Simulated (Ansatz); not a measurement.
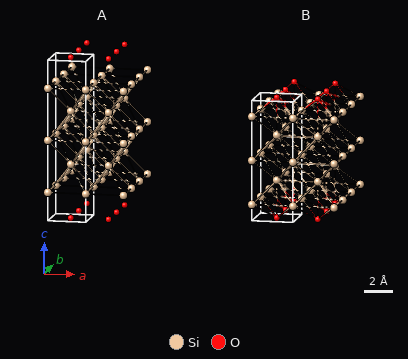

Two geometries of solid Si$_{5}$O (a generated structure, set up in P4/mmm) (coarse preliminary run), drawn at one scale. One is the start of a relaxation, the other its converged end. A ball-and-stick model of the cell of the calculation, repeated 2 × 3 × 1 with one cell outlined, seen slightly off an axis.

Theory: Ansatz, DFT PBE, scalar-relativistic, plane waves, PAW. Settings: plane-wave cutoff 420 eV; k-point mesh 6 × 6 × 2; occupations gaussian; smearing width 0.1 eV; collinear spin; cell and atoms relaxed; force threshold 0.04 eV/Å; at most 70 steps.

### Which one is relaxed?

Structure B is the relaxed one. The energy falls by 2.112 eV per cell of the calculation in 13 accepted moves (15 points after the start). Largest force component: 1.2 eV/Å at the start, 0.02 eV/Å at the end. Pressure: −6.73 GPa at the start and 0.20 GPa at the end. The line search rejected the trial step at point 12 of the run. The SCF was repeated once at an unchanged geometry on a basis and grid sized afresh for the cell, which shifted the energy by 19.6 meV per cell of the calculation at most. The largest moves relative to the cell, 0.36 Å, are those of Si atoms. O stays in place. The drawn cell changes as follows: a = b 2.772 → 3.013 Å (+8.7 %), c 11.742 → 8.796 Å (−25.1 %); the volume changes by −11.5 %. Some distances before and after: Si–Si 4.133 → 2.369 Å, O–Si 3.928 → 2.751 Å, O–Si 2.848 → 2.438 Å, Si–Si 2.772 → 3.013 Å. New bonds form, among them: Si–Si (4.13 → 2.37 Å). Bond angles that change, for instance: Si–Si–Si 93.0° → 107.4°, Si–Si–Si 61.7° → 69.5°. The space group stays P4/mmm (No. 123). The program noted that the starting moments weren't kept.

Limits of the set-up: the k-point mesh is coarse for a cell with partly filled bands.
